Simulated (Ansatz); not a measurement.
Input file:

```
crystal:
  lattice:
    - [3.63737667, 0.0, 0.0]
    - [0.0, 3.63737667, 0.0]
    - [0.0, 0.0, 3.63737667]
  atoms:
    - { symbol: Al, position: [0.0, 0.0, 0.0] }
    - { symbol: Cu, position: [0.5, 0.5, 0.0] }
    - { symbol: Cu, position: [0.5, 0.0, 0.5] }
    - { symbol: Cu, position: [0.0, 0.5, 0.5] }
basis:
  ecutwfc: 420
kpoints:
  mp_grid: { grid: [12, 12, 12] }
hamiltonian:
  xc: pbesol
scf:
  occupations: { method: gaussian, width: 0.1 }
output:
  forces: true
  stress: true
  eigenvalues: true
  populations: true
  write_density: true
  write_potential: true
  elf: true
  volumetric_format: npy
```

Launched as:

```sh
ansatz run input.yaml --threads 1 --pin off --max-ram 2560MiB --backend cpu --events-out ev --progress --plain --runs-dir out
```

Below, planes, directions and counts refer to the conventional cell (a = 3.64 Å, b = 3.64 Å, c = 3.64 Å, α = 90.00°, β = 90.00°, γ = 90.00°).

Space group Pm-3m; a structure from a database of computed crystals, not necessarily the ambient phase; computed without spin polarisation.

Computed with DFT PBEsol, scalar-relativistic, plane waves, PAW in Ansatz.

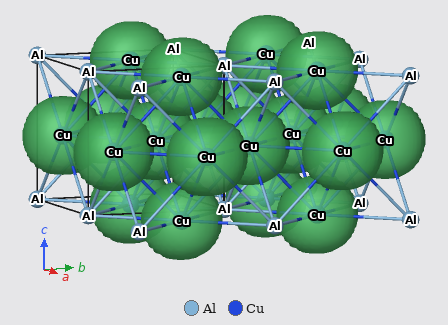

AlCu$_{3}$. Isosurface of the valence pseudo-density at 0.4 e/Å³ (green), seen slightly off an axis. Sticks mark near contacts.

In a PAW calculation such maps are meaningful between the atoms, not at the nuclei.

Which contacts does the surface bridge?

Answer. At this value the density breaks into separate islands; it holds about 85 % of the electrons treated as valence (semicore included). It bridges none of the near contacts. It is pinched off along the sampled Al–Cu (2.57 Å) and Cu–Cu (2.57 Å) contacts. On the grid the lowest density along these lines, outside the cores, is 0.23 e/Å³ (Al–Cu, 2.57 Å) and 0.28 e/Å³ (Cu–Cu, 2.57 Å).

Metal or insulator at this level of theory?

Answer. It is gapless in this calculation (a metal or semimetal).
